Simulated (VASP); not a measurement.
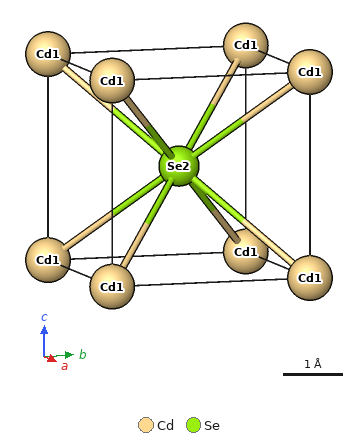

Figure 1. The structure as given in the input (ball-and-stick view of the cell of the calculation, seen slightly off an axis; atoms are numbered from 1 in the order of the input).

**CdSe: a failed or faulty run and its cure**

System: CdSe (2 atoms in the cell).
Method of run A: DFT, plane waves, PAW, settings varied from a LDA run (VASP 6.6.1).

The structure was built on a prototype by a generator. Some settings of this run were made unusual or wrong on purpose. The geometry comes from this level: r2SCAN. 

### INCAR, run A
```
ENCUT = 520.000000
SIGMA = 0.020000
EDIFF = 1.00e-07
GGA = CA
PREC = Accurate
IBRION = -1
ISIF = 2
ISMEAR = -1
NBANDS = 16
NSW = 0
LASPH = .TRUE.
LCHARG = .FALSE.
LWAVE = .FALSE.
LREAL = .FALSE.
NELM = 99
NELECT = 21
```

### KPOINTS, run A
```
KPOINTS created by Atomic Simulation Environment
0
Gamma
8 8 8
0 0 0
```

### POSCAR, run A
```
Cd Se
 1.0000000000000000
     3.5331017259661111   -0.0000000000000000    0.0000000000000000
    -0.0000000000000000    3.5331017259661111    0.0000000000000000
     0.0000000000000000    0.0000000000000000    3.5331017259661111
 Cd  Se
   1   1
Cartesian
 -0.0000000000000000  0.0000000000000000 -0.0000000000000000
  1.7665508629830555  1.7665508629830555  1.7665508629830555
```

Launched with:
```bash
mpirun -np 1 vasp_std
```

Hardware: 1 CPU thread, shared host.

### OSZICAR and lines of OUTCAR (run A)
```
N       E                     dE             d eps       ncg     rms          rms(c)
DAV:   1     0.142898915327E+03    0.14290E+03   -0.10623E+04  1160   0.121E+03
DAV:   2     0.142485103807E+02   -0.12865E+03   -0.12503E+03  1368   0.294E+02
DAV:   3     0.101565028904E+02   -0.40920E+01   -0.40689E+01  1336   0.534E+01
DAV:   4     0.101453371723E+02   -0.11166E-01   -0.11165E-01  1392   0.277E+00
DAV:   5     0.101453003312E+02   -0.36841E-04   -0.36841E-04  1392   0.143E-01    0.999E+00
DAV:   6     0.957392278518E+01   -0.57138E+00   -0.23073E+00  1144   0.810E+00    0.598E+00
DAV:   7     0.962462007462E+01    0.50697E-01   -0.26221E-01  1304   0.445E+00    0.327E+00
DAV:   8     0.963896458925E+01    0.14345E-01   -0.17268E-02  1168   0.150E+00    0.382E-01
DAV:   9     0.963951268079E+01    0.54809E-03   -0.29964E-04  1440   0.158E-01    0.566E-02
DAV:  10     0.963954115654E+01    0.28476E-04   -0.45042E-05  1360   0.792E-02    0.223E-02
DAV:  11     0.963954137723E+01    0.22069E-06   -0.63589E-06  1192   0.261E-02    0.564E-03
DAV:  12     0.963954138961E+01    0.12381E-07   -0.13024E-07  1192   0.297E-03
   1 F= 0.96395414E+01 E0= 0.96396521E+01  d E =-.221433E-03
[... from OUTCAR:]
   NELECT =      21.0000    total number of electrons
 E-fermi :   7.0651
  free  energy   TOTEN  =         9.6395413896 eV
  energy  without entropy=        9.6397628231  energy(sigma->0) =        9.63965211
```

> What went wrong, and how is the input to be mended?

Some settings of this run were drawn to be unusual or wrong (NELM = 99; NELECT changed by +3 from the neutral count). It converged; results that depend on the unusual settings are not reference values.

A run of the same system that converges differs from this input as follows (lines with − go, lines with + come):
```diff
+NELM = 120
-NELM = 99
-NELECT = 21
```

### OSZICAR and lines of OUTCAR (run B)
```
N       E                     dE             d eps       ncg     rms          rms(c)
DAV:   1     0.105292803850E+03    0.10529E+03   -0.89966E+03  1160   0.104E+03
DAV:   2    -0.257873887376E+01   -0.10787E+03   -0.10145E+03  1368   0.253E+02
DAV:   3    -0.610106134372E+01   -0.35223E+01   -0.34802E+01  1336   0.470E+01
DAV:   4    -0.611103425971E+01   -0.99729E-02   -0.99720E-02  1392   0.246E+00
DAV:   5    -0.611107014089E+01   -0.35881E-04   -0.35881E-04  1392   0.137E-01    0.506E+00
DAV:   6    -0.565949993605E+01    0.45157E+00   -0.11422E+00  1312   0.105E+01    0.453E+00
DAV:   7    -0.565075034819E+01    0.87496E-02   -0.64576E-02  1160   0.253E+00    0.231E+00
DAV:   8    -0.564374134463E+01    0.70090E-02   -0.10534E-02  1240   0.865E-01    0.212E-01
DAV:   9    -0.564354308511E+01    0.19826E-03   -0.27423E-04  1376   0.182E-01    0.582E-02
DAV:  10    -0.564355326534E+01   -0.10180E-04   -0.40776E-05  1232   0.564E-02    0.943E-03
DAV:  11    -0.564355343650E+01   -0.17116E-06   -0.25317E-07  1440   0.452E-03    0.312E-03
DAV:  12    -0.564355345203E+01   -0.15533E-07   -0.20575E-08   672   0.155E-03
   1 F= -.56435535E+01 E0= -.56426171E+01  d E =-.187276E-02
       N       E                     dE             ncg
DAV:   1     0.144785536618E+04   -0.22728E+04      160
DAV:   2     0.891213309731E+03   -0.55664E+03      208
DAV:   3     0.874754683249E+03   -0.16459E+02      176
DAV:   4     0.874715928619E+03   -0.38755E-01      200
DAV:   5     0.874715799007E+03   -0.12961E-03      208
DAV:   6     0.874715798238E+03   -0.76957E-06      184
DAV:   7     0.874715798232E+03   -0.54283E-08      176
[... from OUTCAR:]
   NELECT =      18.0000    total number of electrons
 E-fermi :   3.2766
  free  energy   TOTEN  =        -5.6435534520 eV
  energy  without entropy=       -5.6416806937  energy(sigma->0) =       -5.64261707
```

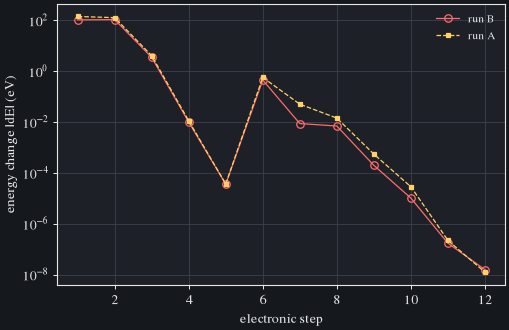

Figure 2. Convergence of the two runs: energy change |dE| against the electronic step. Run B takes 12 steps in all, and run A takes 12.

### The two runs side by side

| quantity | run A | run B |
| --- | --- | --- |
| outcome | converged | converged |
| free energy per atom (eV) | 4.8198 | −2.8218 |
| energy per atom, smearing taken to zero (eV) | 4.8198 | −2.8213 |
| gap on the mesh (eV) | – | 0.00 |
| pressure (GPa) | 112.47 | −4.53 |
| largest force (eV/Å) | 0.000 | 0.000 |
| SCF iterations | 12 | 12 |
| irreducible k-points | 35 | 35 |

The total energies belong to different systems, so their difference says nothing on which is more stable or more accurate. The pressure goes from 112.47 to −4.53 GPa. A charged cell is computed with a uniform neutralising background, so its energy and pressure depend on the cell and aren't those of a real crystal. The number of SCF iterations is the same.
